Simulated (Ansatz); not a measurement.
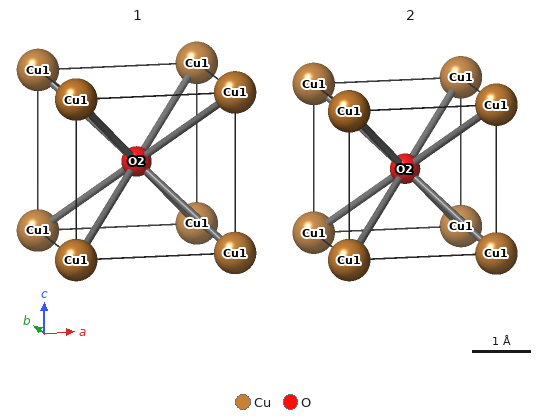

Two geometries of a crystal of CuO (a generated structure, set up in Pm-3m) (coarse preliminary run), drawn at one scale. One is the start of a relaxation, the other its converged end. The picture is a ball-and-stick view of the cell of the calculation, seen slightly off an axis.

These are results of Ansatz 0.2.0, DFT PBE, scalar-relativistic, plane waves, PAW, not measurements. (plane-wave cutoff 420 eV; k-point mesh 6 × 6 × 6; occupations gaussian; smearing width 0.1 eV; collinear spin; cell and atoms relaxed; force threshold 0.04 eV/Å; at most 70 steps)

Question: Which of the two is the end point?

Answer: Structure 2 is the relaxed one. After 4 accepted moves (6 points after the start) the energy has fallen by 0.404 eV per cell of the calculation. All forces vanish by symmetry, so only the cell relaxes. The pressure goes from −21.69 to 0.00 GPa. At 2 points the geometry stayed and the basis and grid were re-selected for the new cell (energy shift of 8.2 meV per cell of the calculation at most each time). No atom moves by more than 0.005 Å relative to the cell. Cell: a = b = c 2.856 → 2.646 Å (−7.4 %). Volume −20.5 %. Some distances before and after: Cu1–O2 2.473 → 2.291 Å. The space group stays Pm-3m (No. 221). The run took 9.3 s on 1 thread of Arm Neoverse V1, with other jobs on the host, peak memory 0.27 GiB.
